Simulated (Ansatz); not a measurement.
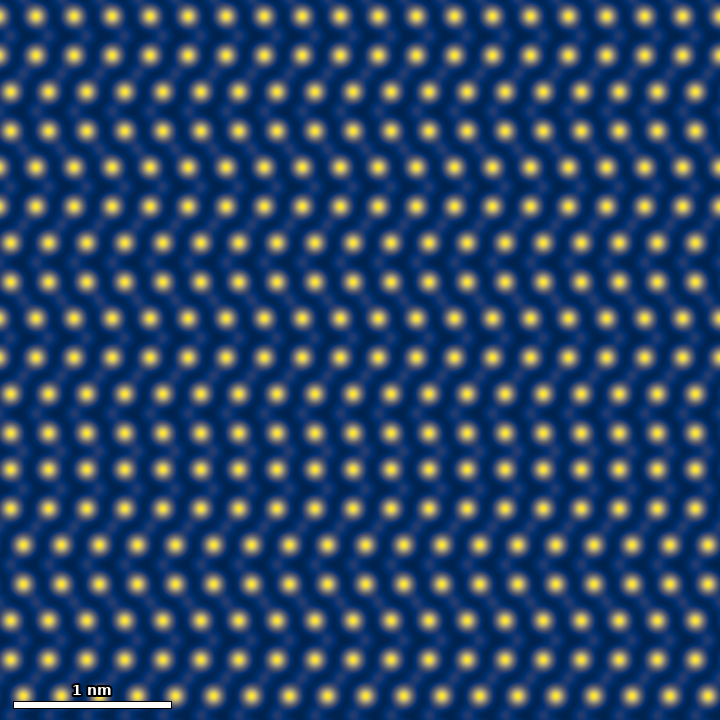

HAADF-like image of LiF (P6_3/mmc, No. 194) along [100]. Simulation: incoherent imaging, intensity Z^1.7 per atom, probe width 0.96 Å, thin sample. The probe carries 15 % of its weight in a tail 2.5 times as wide.

One planar defect was built into the perfect crystal by geometry alone, without relaxation. Host structure: the geometry relaxed with DFT PBEsol, scalar-relativistic, plane waves, PAW (Ansatz); the starting structure was generated, so it need not be a known form of this composition.

Question: Where does the periodic pattern break, and how?

Answer: A planar fault (a stacking fault or antiphase boundary) runs horizontally about 29 Å below the top edge. The part above it is shifted along the boundary by 2/3 of the 2.43 Å repeat of the rows (1.6 Å to the right, the same as 0.8 Å to the left); both parts keep the same orientation.
